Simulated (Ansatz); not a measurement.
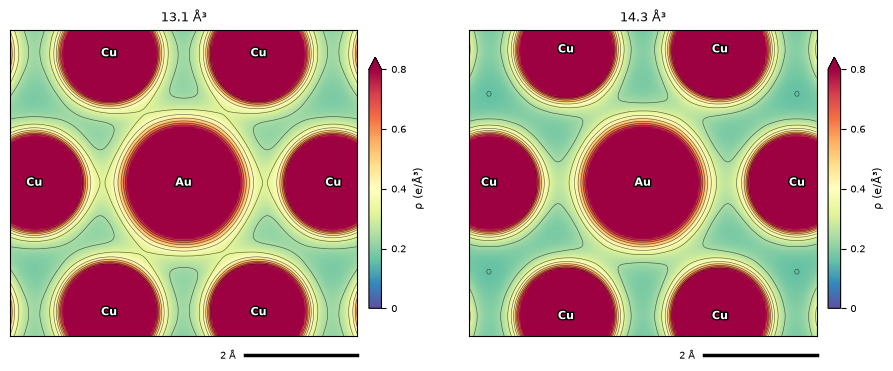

Cu₃Au. The valence electron density of cells scaled evenly to different volumes (given per atom above each panel), on the (111) plane of each (indices in the axes of the cell below), at one length scale and on one colour scale.

Computed without spin polarisation.

Level of theory: DFT PBE, scalar-relativistic, plane waves, PAW (Ansatz).

The density is the valence pseudo-density of a PAW calculation; it isn't the true density close to the nuclei.

The largest cell:

```yaml
crystal:
  lattice:
    - [3.85442, 0.00000, 0.00000]
    - [0.00000, 3.85442, 0.00000]
    - [0.00000, 0.00000, 3.85442]
  atoms:
    - { symbol: Cu, position: [0.00000, 0.50000, 0.50000] }
    - { symbol: Cu, position: [0.50000, 0.00000, 0.50000] }
    - { symbol: Cu, position: [0.50000, 0.50000, 0.00000] }
    - { symbol: Au, position: [0.00000, 0.00000, 0.00000] }
```

| volume (Å³/atom) | Cu–Au contact in the plane (Å) | ρ at its midpoint (e/Å³) | pressure (GPa) | 
| --- | --- | --- | --- |
| 13.10 | 2.646 | 0.340 | 4.7 | 
| 13.51 | 2.673 | ? | ? | 
| 14.32 | 2.725 | 0.293 | −7.1 | 

### Estimate the missing row, and compare with the calculation.

Over the known rows ln ρ falls by 1.88 per Å of Cu–Au distance (the line through the two), which gives 0.323 e/Å³ at 2.673 Å; the calculation gives 0.323 e/Å³. For the pressure, a straight line in volume between the neighbouring rows gives 0.7 GPa; the calculation gives 0.0, lower because pressure rises ever faster on compression.
